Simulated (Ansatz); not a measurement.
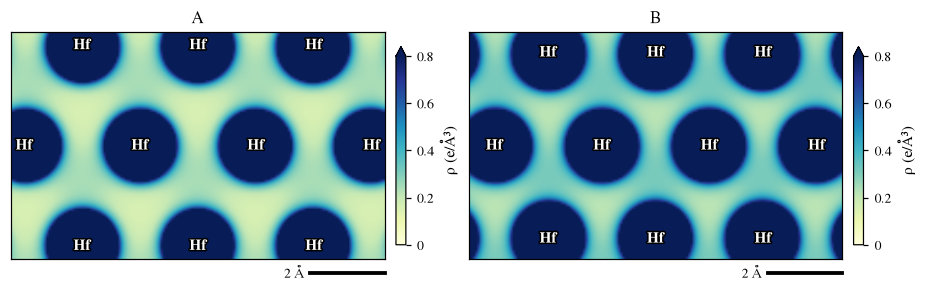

Hf. The valence charge density (pseudo) of two cells that differ in size and shape, on the (001) plane of each (indices in the axes of the calculation cell), at one length scale and on one colour scale: A has 20.8 Å³ an atom and B 16.9.

Space group P6₃/mmc.

Computed with DFT PBE, scalar-relativistic, plane waves, PAW in Ansatz 0.2.0.

Core electrons are frozen (PAW), and the valence fields are smoothed inside the atomic spheres.

The larger cell:

```
Hf
1.0
     3.11633    0.00000    0.00000
    -1.55817    2.69882    0.00000
     0.00000    0.00000    4.93943
Hf
2
Cartesian
  0.0000 1.7992 1.2349
  1.5582 0.8996 3.7046
```

The smaller cell: a = 2.890 Å, b = 2.890 Å, c = 4.669 Å, α = 90.00°, β = 90.00°, γ = 120.00°.

**What changes from the larger cell to the smaller?**

From the larger cell to the smaller, Hf–Hf goes from 3.12 to 2.89 Å, and the density at its midpoint from 0.21 to 0.27 e/Å³; the pressure goes from 10 to 50 GPa.
